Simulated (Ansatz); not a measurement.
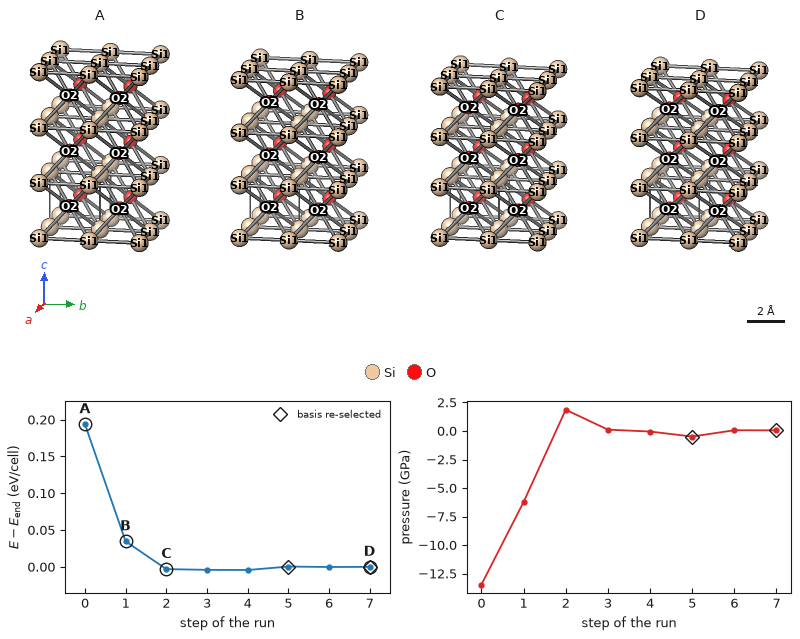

Frames of a relaxation of a crystal of SiO (a generated structure, set up in P4/mmm) (coarse preliminary run), marked on the history of the run. A ball-and-stick model of the cell of the calculation, repeated 2 × 2 × 3 with one cell outlined, seen slightly off an axis.

Method: Ansatz 0.2.0, DFT PBE, scalar-relativistic, plane waves, PAW. (plane-wave cutoff 420 eV; k-point mesh 6 × 6 × 6; occupations gaussian; smearing width 0.1 eV; no spin polarisation; cell and atoms relaxed; force threshold 0.04 eV/Å; at most 70 steps)

> What happens along the run?

Over 5 accepted moves (7 points after the start) the energy falls by 0.194 eV per cell of the calculation. All forces vanish by symmetry, so only the cell relaxes. Pressure: −13.46 GPa at the start and 0.06 GPa at the end. The SCF was repeated twice at an unchanged geometry on a basis and grid sized afresh for the cell, which shifted the energy by 4.7 meV per cell of the calculation at most. The atoms keep their places relative to the cell (all moves are under 0.005 Å). Cell: a = b 2.840 → 2.801 Å (−1.4 %), c 3.153 → 2.845 Å (−9.8 %). Volume −12.3 %. Some distances before and after: Si1–Si1 3.153 → 2.845 Å, Si1–O2 2.553 → 2.438 Å, Si1–Si1 (another image) 2.840 → 2.801 Å. The space group stays P4/mmm (No. 123). From step 0 to 1: volume −7.7 %, energy −0.159 eV per cell of the calculation. From step 1 to 2: volume −6.3 %, energy −37.7 meV per cell of the calculation. From step 2 to 7: volume +1.4 %, energy +3.0 meV per cell of the calculation.
